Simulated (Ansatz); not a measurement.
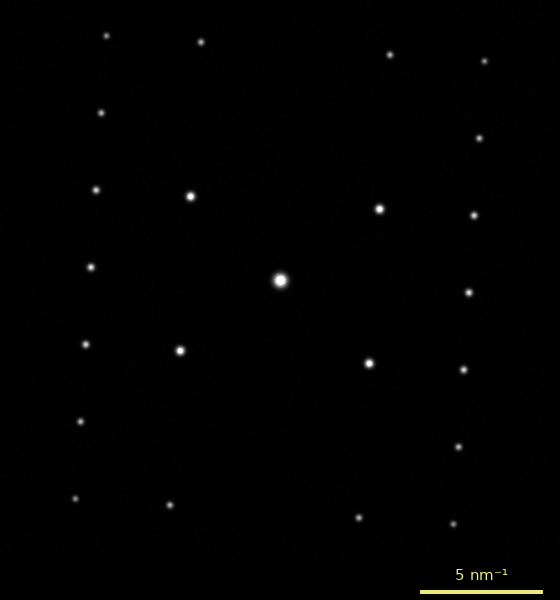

Simulated selected-area electron diffraction pattern (300 kV, kinematic approximation, thin crystal, B = 0.8 Å² for all atoms).

Read the repeat vectors of the pattern off the scale bar.

The spots form a rectangular net whose two shortest vectors correspond to d = 3.13 Å and 2.56 Å, 90.0° apart.

What is the point symmetry of the pattern, intensities included?

2mm. A zero-layer kinematic pattern is always centrosymmetric (Friedel's law).

What was simulated?

This cannot be fixed from one zone alone; the pattern is [211] of Co, space group Pm-3n (No. 223), a = 4.433 Å. The net vectors are 0 -1 1 (itself too weak to see) and -1 1 1 (itself extinct). Structure: the input geometry of an electronic-structure calculation (not necessarily at equilibrium); the starting structure was generated, so it need not be a known form of this composition.
